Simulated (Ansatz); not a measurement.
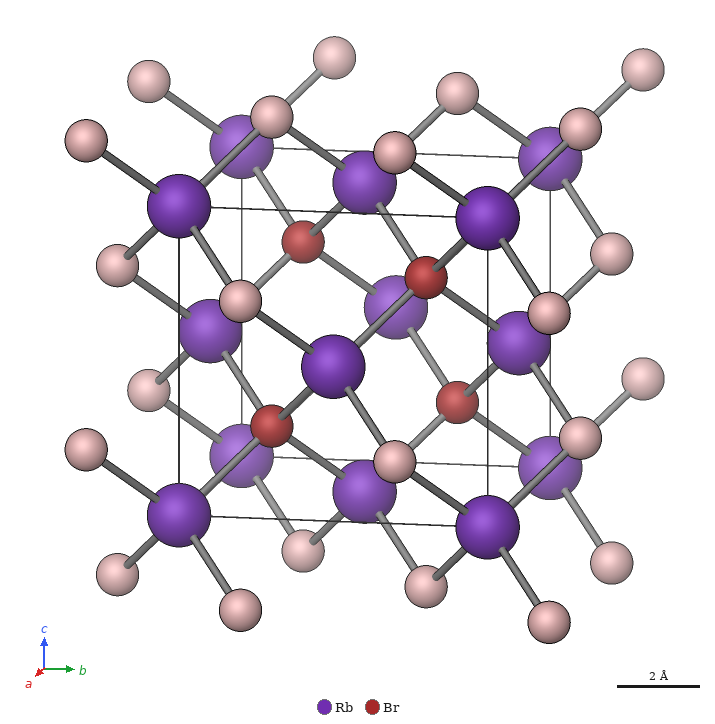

Drawn in the ball-and-stick manner and seen slightly off an axis. The box is the conventional unit cell; atoms on or close to its faces, edges and corners are drawn wherever they repeat. Bonds that leave the box are completed with the atoms at their other ends, in fainter colours.

RbBr, zinc blende (sphalerite type), space group F-43m (No. 216), a = 7.739 Å, b = 7.739 Å, c = 7.739 Å, α = 90.00°, β = 90.00°, γ = 90.00°. The structure was taken from a structure type filled with these elements by a generator (whether the compound takes this form wasn't checked). Earlier steps of the study may have refined or changed the cell and positions. It went into a calculation with Ansatz.

This one geometry was computed with Ansatz (DFT, plane waves, PAW) at six levels of theory: HSE06, PBE, PBE0, r2SCAN, LDA and r2SCANh. It was relaxed beforehand with r2SCAN.

### How does the band gap change with the level of theory?

LDA: a gap of 3.81 eV, indirect; PBE: a gap of 4.07 eV, indirect; r2SCAN: a gap of 4.65 eV, indirect; HSE06: a gap of 5.17 eV, indirect; r2SCANh: a gap of 5.27 eV, indirect; PBE0: a gap of 5.90 eV, indirect.

### Collect the results in a table.

| level | cutoff (eV) | k-mesh of the run's cell | gap (eV) | pressure (GPa) |
| --- | --- | --- | --- | --- |
| HSE06 | 420 | 4×4×4 | 5.17 | 0.1 |
| PBE | 420 | 6×6×6 | 4.07 | 0.2 |
| PBE0 | 420 | 4×4×4 | 5.90 | 0.1 |
| r2SCAN | 500 | 6×6×6 | 4.65 | 0.0 |
| LDA | 420 | 6×6×6 | 3.81 | -1.0 |
| r2SCANh | 500 | 4×4×4 | 5.27 | 0.0 |

Gaps are taken on the k-mesh or band path of each run.
